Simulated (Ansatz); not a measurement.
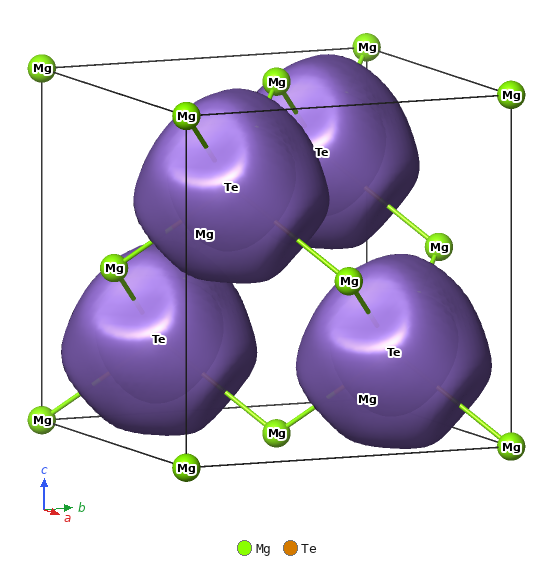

Figure 1: MgTe. Isosurface of the electron localisation function at 0.6 (purple), seen slightly off an axis. Only the valence region is drawn (cores and ρ < 0.01 e/Å³ removed). Sticks mark near contacts.

Space group F-43m; a structure from a database of computed crystals, not necessarily the ambient phase; computed pressure about 10 GPa in this cell.

These are results of Ansatz 0.2.0, DFT, LDA, PAW with Ansatz's default frozen-core files, scalar-relativistic; relaxation of cell and atoms, not measurements.

Core electrons are frozen (PAW), and the valence fields are smoothed inside the atomic spheres.

```yaml
crystal:
  lattice:
    - [6.00233, 0.00000, 0.00000]
    - [0.00000, 6.00233, 0.00000]
    - [0.00000, 0.00000, 6.00233]
  atoms:
    - { symbol: Mg, position: [0.50000, 0.00000, 0.50000] }
    - { symbol: Mg, position: [0.00000, 0.00000, 0.00000] }
    - { symbol: Mg, position: [0.00000, 0.50000, 0.50000] }
    - { symbol: Mg, position: [0.50000, 0.50000, 0.00000] }
    - { symbol: Te, position: [0.75000, 0.25000, 0.75000] }
    - { symbol: Te, position: [0.25000, 0.25000, 0.25000] }
    - { symbol: Te, position: [0.25000, 0.75000, 0.75000] }
    - { symbol: Te, position: [0.75000, 0.75000, 0.25000] }
```

Q: Where are the electrons localised?

A: The surface consists of four regions wrapped around Te (the valence shell of each), counted in one cell of 8 atoms. Any copies at cell faces, edges or corners count once. Profiles from the grid: Mg–Te (2.60 Å): the ELF peaks at about 0.80 in the valence shell of Te, 1.3 Å from its nucleus, and is about 0.80 at the midpoint.
